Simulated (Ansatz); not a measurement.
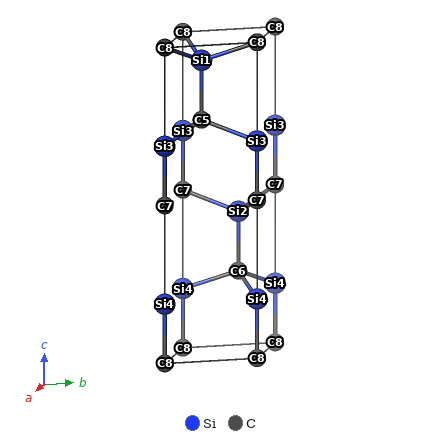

The system is SiC (P6_3mc, No. 186; 8 atoms in the cell); the picture shows the reference structure. The energy is mapped over the lattice constants a and c of the conventional cell. Coordinates scanned: (1) lattice constant a (and b); (2) lattice constant c. Nothing is relaxed (fractional coordinates fixed). The grid has 7 × 7 points. Points are written as (first, second). All energies are given in meV/atom relative to the lowest grid point. These are results of Ansatz, DFT PBEsol, scalar-relativistic, plane waves, PAW, not measurements. Settings: cutoff 520 eV, k-mesh 12×12×4 in the order of the run's cell vectors, gaussian smearing 0.05 eV, no spin polarisation.

Its coordinates:

```xyz
8
Lattice="3.0781 0.0000 0.0000 -1.5390 2.6657 0.0000 0.0000 0.0000 10.0758" Properties=species:S:1:pos:R:3 pbc="T T T"
Si    1.5390    0.8886    9.4494
Si    0.0000    1.7771    4.4115
Si    0.0000    0.0000    6.9311
Si    0.0000    0.0000    1.8932
C     1.5390    0.8886    7.5550
C     0.0000    1.7771    2.5171
C     0.0000    0.0000    5.0425
C     0.0000    0.0000    0.0046
```

The input of one point:

```yaml
crystal:
  lattice:
    - [3.0780670649, 0.0, 0.0]
    - [-1.5390335324, 2.6656842728, 0.0]
    - [0.0, 0.0, 10.0758090153]
  atoms:
    - { symbol: Si, position: [0.6666666667, 0.3333333333, 0.9378278494] }
    - { symbol: Si, position: [0.3333333333, 0.6666666667, 0.4378278494] }
    - { symbol: Si, position: [0.0, 0.0, 0.6878973398] }
    - { symbol: Si, position: [0.0, 0.0, 0.1878973398] }
    - { symbol: C, position: [0.6666666667, 0.3333333333, 0.7498191768] }
    - { symbol: C, position: [0.3333333333, 0.6666666667, 0.2498191768] }
    - { symbol: C, position: [0.0, 0.0, 0.500454634] }
    - { symbol: C, position: [0.0, 0.0, 0.000454634] }
basis:
  ecutwfc: 520.0
kpoints:
  mp_grid: { grid: [12, 12, 4] }
hamiltonian:
  xc: pbesol
  pseudopotentials: { kind: paw, azcp: { folder: soft_1 } }
scf:
  occupations: { method: gaussian, width: 0.05 }
output:
  forces: true
  stress: true
  eigenvalues: true
```

Range: lattice constant a (and b) from 2.863 to 3.293 Å; lattice constant c from 9.270 to 10.882 Å.

Q: What landscape does the calculation give?

A: The lowest grid point is at (3.078 Å, 10.076 Å). It is the only kind of minimum in the scanned range. The highest grid point, (2.863 Å, 9.270 Å), lies 433 meV/atom above the lowest. Round the minimum the two coordinates are weakly coupled (coupling 0.09 in units of the two stiffnesses). The gap on the k-mesh is 2.1 eV at the lowest point and runs from 1.1 to 2.2 eV over the map.

| lattice constant c ↓, lattice constant a (and b) → | 2.863 | 2.934 | 3.006 | 3.078 | 3.150 | 3.222 | 3.293 |
| --- | --- | --- | --- | --- | --- | --- | --- |
| 10.882 | 310 | 181 | 114 | 99 | 127 | 190 | 282 |
| 10.613 | 268 | 135 | 65 | 47 | 73 | 134 | 225 |
| 10.345 | 244 | 107 | 33 | 13 | 36 | 96 | 185 |
| 10.076 | 243 | 101 | 24 | 0 | 21 | 78 | 166 |
| 9.807 | 269 | 123 | 42 | 14 | 32 | 87 | 172 |
| 9.538 | 330 | 179 | 93 | 62 | 77 | 129 | 211 |
| 9.270 | 433 | 276 | 185 | 150 | 161 | 209 | 288 |

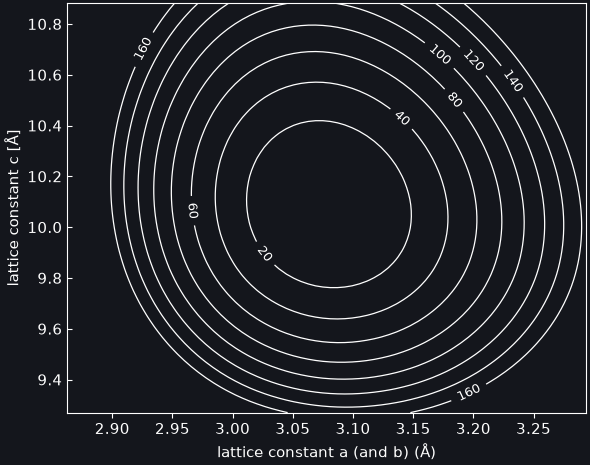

In the figure: contour lines labelled in meV/atom (none above 160). Between grid points the surface is interpolated.

Each point was launched as `ansatz run input.yaml --threads 2 --pin off --max-ram 4096MiB --backend cpu --events-out ev --progress --plain --runs-dir out`. The whole map (49 points run) took 12 min on 2 threads of Arm Neoverse N1 (shared host).
